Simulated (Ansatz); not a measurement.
Ti₃H₂

Input

```
crystal:
  lattice:
    - [5.1422414611, 0.0, 0.0]
    - [-2.5711207305, 4.4533117377, 0.0]
    - [0.0, 0.0, 4.8077468284]
  atoms:
    - { symbol: Ti, position: [0.0, 0.6738830895, 0.75] }
    - { symbol: Ti, position: [0.3261169105, 0.0, 0.25] }
    - { symbol: Ti, position: [0.6738830895, 0.6738830895, 0.25] }
    - { symbol: Ti, position: [0.0, 0.3261169105, 0.25] }
    - { symbol: Ti, position: [0.3261169105, 0.3261169105, 0.75] }
    - { symbol: Ti, position: [0.6738830895, 0.0, 0.75] }
    - { symbol: H, position: [0.6666666667, 0.3333333333, 0.5] }
    - { symbol: H, position: [0.3333333333, 0.6666666667, 0.5] }
    - { symbol: H, position: [0.3333333333, 0.6666666667, 0.0] }
    - { symbol: H, position: [0.6666666667, 0.3333333333, 0.0] }
basis:
  ecutwfc: 420
kpoints:
  mp_grid: { grid: [6, 6, 6] }
hamiltonian:
  xc: pbe
scf:
  occupations: { method: gaussian, width: 0.1 }
output:
  forces: true
  stress: true
  eigenvalues: true
  write_density: true
  write_potential: true
  elf: true
  volumetric_format: npy
relax:
  adjacent_minimum: "off"
  f_tol: 0.01
  max_steps: 80
  cell: { stress_tol: 0.05 }
```

Command:

```sh
ansatz run input.yaml --threads 1 --pin off --max-ram 2560MiB --backend cpu --events-out ev --progress --plain --runs-dir out
```

Below, planes, directions and counts refer to the conventional cell (a = 5.15 Å, b = 5.15 Å, c = 4.77 Å, α = 90.00°, β = 90.00°, γ = 120.00°).

The fields are those of the run's last geometry, not of the input's.

Space group P6₃/mcm; a generated structure, not necessarily the stable one; computed without spin polarisation.

Theory: Ansatz, DFT PBE, scalar-relativistic, plane waves, PAW.

In a PAW calculation such maps are meaningful between the atoms, not at the nuclei.

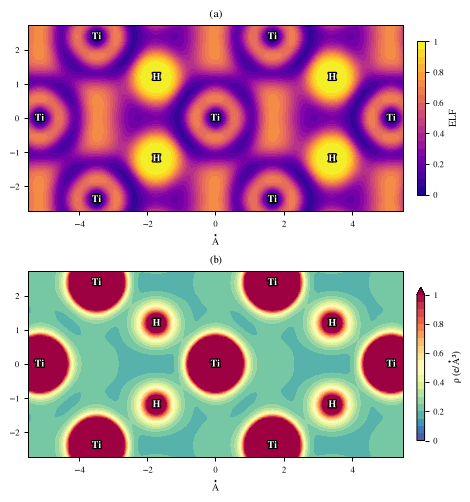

Figure 1. (a) electron localisation function; (b) valence charge density (pseudo) on the (010) plane of the conventional cell.

### Interpret the plot.

The plane passes through Ti and H nuclei.
Ti–H (2.11 Å): ρ at the midpoint is about 0.29 e/Å³; the ELF climbs to about 1 towards the hydrogen.
Ti–Ti (2.91 Å): the density is about 0.19 e/Å³ at the midpoint; the ELF is about 0.25 at the midpoint (no shared electron pair shows on this line).
Between the atoms the lowest density in this plane is 0.16 e/Å³.
The ELF has a maximum of about 0.70 in the space between the atoms, 1.7 Å from four H and Ti atoms, on no atom or two-centre bond.
The features right at Ti lie inside the PAW spheres, where the map follows smoothed inner orbitals and isn't to be read closely.

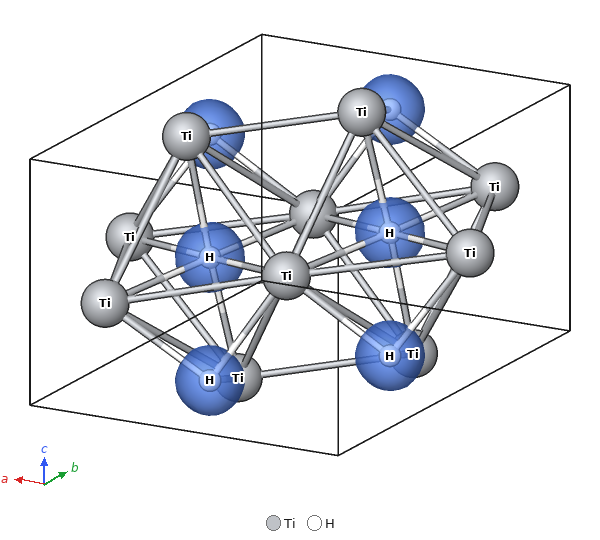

Figure 2. Isosurface of the electron localisation function at 0.85 (blue), seen at an oblique angle. Core shells and regions of very low density are left out. Sticks mark near contacts.

### Identify the bonds, lone pairs and shells in this picture.

The surface consists of four regions around hydrogen nuclei, counted in one cell of 10 atoms. Any copies at cell faces, edges or corners count once. Profiles from the grid: Ti–Ti (2.89 Å): the ELF is about 0.25 at the midpoint: no shared electron pair shows on this line.

### Does the calculation make it a metal, or give it a gap?

It is gapless in this calculation (a metal or semimetal).
